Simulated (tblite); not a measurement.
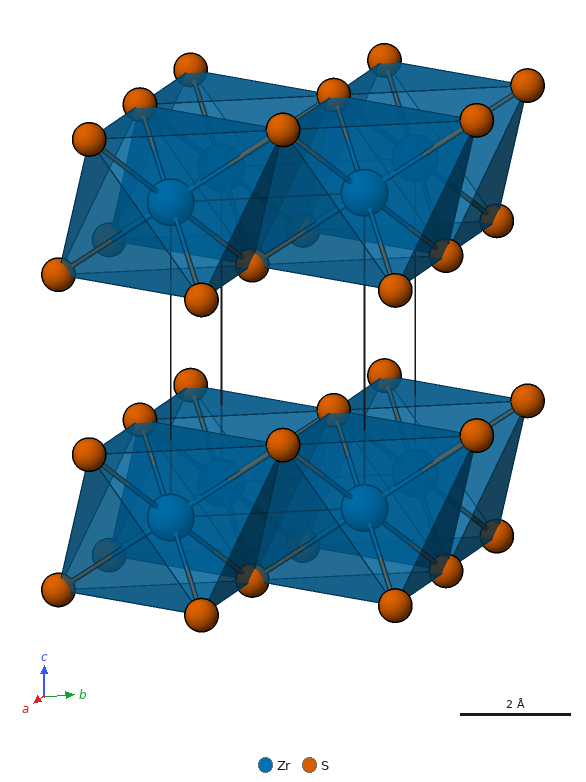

*The input geometry (polyhedral view of the cell of the calculation, seen slightly off an axis; polyhedra are completed across the faces of the cell).*

# Run report: ZrS2, single-point calculation

System: ZrS2 (P-3m1, 3 atoms in the cell).
Method: with the settings of its input (tblite 0.8.0).

The structure derives from a Materials Project entry. The geometry comes from this level: r2scan-rvv10. It belongs to a series of runs on one base structure; here: temperature = 0.3.

Input
```python
import json
from ase import Atoms
from ase.build import make_supercell
from ase.units import Bohr, GPa, Hartree
from tblite.interface import Calculator

atoms = Atoms(['Zr', 'S', 'S'],
              cell=[[3.67436193, 0.0, 0.0], [-1.83718096, 3.18209077, 0.0], [0.0, 0.0, 5.8571358]],
              scaled_positions=[[0.0, 0.0, 0.0], [0.666666667, 0.333333333, 0.753764822], [0.333333333, 0.666666667, 0.246235178]],
              pbc=True)
cluster = make_supercell(atoms, [[3, 0, 0], [0, 3, 0], [0, 0, 2]])
calc = Calculator('GFN1-xTB', cluster.numbers, cluster.positions / Bohr, lattice=cluster.cell[:] / Bohr, periodic=cluster.pbc)
calc.set('temperature', 0.3 / Hartree)
calc.set('max-iter', 150)
res = calc.singlepoint()
levels = res.get('orbital-energies') * Hartree
nv = round(res.get('orbital-occupations').sum() / 2)
cells = len(cluster) // len(atoms)
out = {'energy_per_cell': res.get('energy') * Hartree / cells, 'homo': levels[nv - 1], 'lumo': levels[nv],
       'stress': (-res.get('virial') * Hartree / cluster.get_volume() / GPa).tolist(), 'charges': res.get('charges')[:len(atoms)].tolist(), 'electrons': 2 * nv / cells}
json.dump(out, open('results.json', 'w'))
for key, value in out.items():
    print(key, value)
```

Machine: 1 thread of Arm Neoverse V2, 128 GiB of memory available, shared host.

Command:
```bash
python run.py
```

What the program printed
```
------------------------------------------------------------
  cycle        total energy    energy error   density error
------------------------------------------------------------
      1     -144.7364389617  -1.4482527E+02   1.0966934E+00
      2      70.85399282044   2.1559043E+02   3.2603902E+00
      3     -149.4361547156  -2.2029015E+02   8.1403535E-01
      4     -158.8883353886  -9.4521807E+00   3.5393157E-01
      5     -159.7995277453  -9.1119236E-01   2.7554321E-01
      6     -161.4601037326  -1.6605760E+00   1.0623673E-02
      7     -161.4591968407   9.0689197E-04   1.2510064E-02
      8     -161.4605783166  -1.3814759E-03   8.6234339E-03
      9     -161.4625982426  -2.0199260E-03   4.1799332E-03
     10     -161.4629771105  -3.7886786E-04   2.8862722E-03
     11     -161.4631351856  -1.5807514E-04   3.1130925E-04
     12     -161.4631337893   1.3963093E-06   3.8027629E-04
     13     -161.4631366963  -2.9070061E-06   1.2437896E-04
     14     -161.4631370363  -3.4000593E-07   2.2879348E-06
------------------------------------------------------------

 total:                                   2.864 sec
energy_per_cell -244.09087503337878
homo -8.032351240975881
lumo -7.080595064509863
stress [[1.6009654424868873, 0.00020908438283674338, 2.736806125122928e-05], [0.00020908438283614265, 1.60120674173486, 3.434249544750259e-05], [2.7368061251300072e-05, 3.4342495447740584e-05, -4.963287320143646]]
charges [0.7890030035647593, -0.39452809007966533, -0.39449794709158015]
electrons 16.0
```

Summary

```tsv
quantity	value
outcome	converged
space group (tolerance 0.01 Å)	P-3m1 (164)
electrons treated	16
total energy	−244.0909 eV
band gap	0.95 eV
pressure	−0.59 GPa
wall time	3.4 s
peak memory	0.13 GiB
```

Notes

Settings chosen away from the usual ones: temperature = 0.3.
